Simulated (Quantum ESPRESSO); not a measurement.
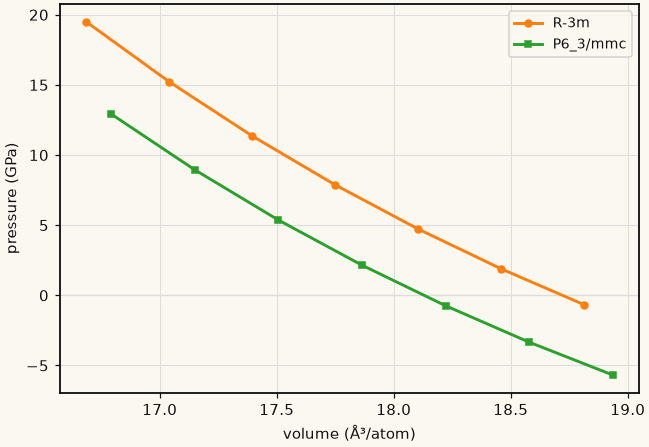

The plot gives the computed pressure against volume, with one curve for each structure, for MoS₂.

How it was computed, with Quantum ESPRESSO 7.5: plane-wave DFT, no spin polarisation; energies at scaled volumes of the given cell, shape and fractions fixed, counted from the fit's minimum, third-order Birch-Murnaghan fit. Level: PBE.

- occupations: Fermi–Dirac
- smearing width: 0.05 eV

Settings that differ: R-3m: density cutoff 5990 eV, wave cutoff 816 eV, k mesh 10×10×10, potentials SSSP-1.3-efficiency-PBE; P6_3/mmc: density cutoff 3810 eV, wave cutoff 952 eV, k mesh 10×10×3, potentials SG15-PBE-1.2.

Order the curves by fitted equilibrium volume, smallest first.

P6_3/mmc 18.132, R-3m 18.720 Å³/atom.

Order the curves by fitted bulk modulus, smallest first.

R-3m 132.2, P6_3/mmc 142.9 GPa.

For R-3m: what does the pressure do across the range?

It falls from 19.51 GPa at volume 16.685 Å³/atom to −0.68 GPa at 18.815 Å³/atom, and changes sign near 18.72 Å³/atom.

For P6_3/mmc: read off the course of the pressure.

It falls from 12.93 GPa at volume 16.79 Å³/atom to −5.68 GPa at 18.94 Å³/atom, and changes sign near 18.13 Å³/atom.

Note: shape and atomic fractions are frozen while scaling, which makes layered, chain and framework solids too stiff.
